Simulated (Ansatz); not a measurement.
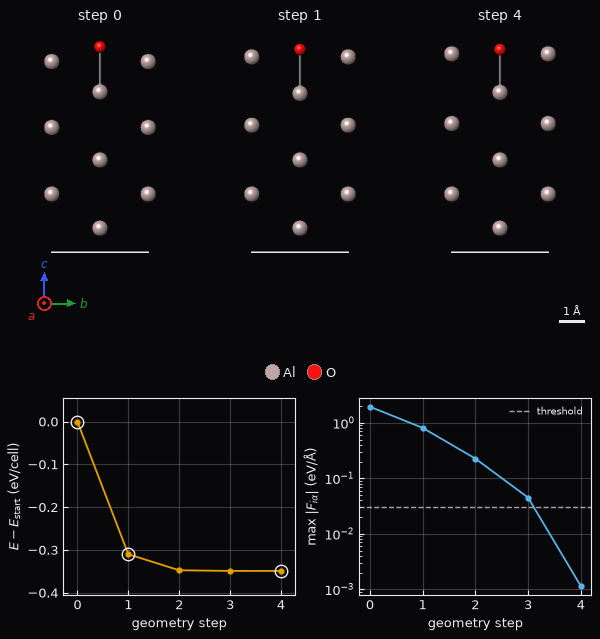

Frames of a constrained relaxation of a slab of composition Al₆O (cut from the Fm-3m phase), marked on the history of the run. Style: ball-and-stick. Shown: the 3 × 1 repeat of the cell, outlined in the plane, without the vacuum, along the a axis.

Case: O put over an Al atom of a lower plane. The slab is the (1 1 0) face of Al with O on it. 3 atoms are held fixed.

Method: DFT PBEsol, scalar-relativistic, plane waves, PAW in Ansatz 0.2.0.

Input
```yaml
crystal:
  lattice:
    - [2.8394270062, 0.0, 0.0]
    - [0.0, 4.0155561815, 0.0]
    - [0.0, 0.0, 26.0985675155]
  atoms:
    - { symbol: Al, position: [0.5, 0.5, 0.3256883733] }
    - { symbol: Al, position: [0.0, 0.0, 0.3800865123] }
    - { symbol: Al, position: [0.5, 0.5, 0.4344846513] }
    - { symbol: Al, position: [0.0, 0.0, 0.4863154555] }
    - { symbol: Al, position: [0.5, 0.5, 0.5431153486] }
    - { symbol: Al, position: [0.0, 0.0, 0.5914115929] }
    - { symbol: O, position: [0.5, 0.5, 0.615167686] }
basis:
  ecutwfc: 420
kpoints:
  mp_grid: { grid: [10, 7, 1] }
hamiltonian:
  xc: pbesol
scf:
  occupations: { method: gaussian, width: 0.1 }
output:
  forces: true
  eigenvalues: true
  write_density: true
  write_potential: true
  elf: true
  volumetric_format: npy
relax:
  adjacent_minimum: "off"
  f_tol: 0.03
  max_steps: 70
  constraints: [{ sites: [0, 1, 2] }]
efield:
  axis: 3
  dipole_correction: true
  ramp_width: 0.04
```

Launched with:
```bash
ansatz run input.yaml --threads 1 --pin off --max-ram 2560MiB --backend cpu --events-out ev --progress --plain --runs-dir out
```

**What happens along the run?**

The energy falls by 0.349 eV per cell of the calculation in 4 geometry steps. The largest force component goes from 2 to 0.0012 eV/Å. The atom that moves furthest is Al6 (0.32 Å along the normal (+c)). By element the largest moves are Al 0.32 Å, O 0.11 Å. The cell doesn't change. Among the contacts that change: Al5–O7 1.880 → 1.792 Å. From step 0 to 1: Al6 moves most (0.19 Å), energy −0.310 eV per cell of the calculation. From step 1 to 4: Al6 moves most (0.13 Å), energy −39.1 meV per cell of the calculation.

| step | E − E(0), meV/atom | largest force component, eV/Å |
| --- | --- | --- |
| 0 | 0.00 | 1.9559 |
| 1 | -44.25 | 0.8147 |
| 2 | -49.62 | 0.2277 |
| 3 | -49.83 | 0.0451 |
| 4 | -49.84 | 0.0012 |

Limits of the set-up: the periodic images lie only 2.8 Å apart, so the values are limited by the cell's size.
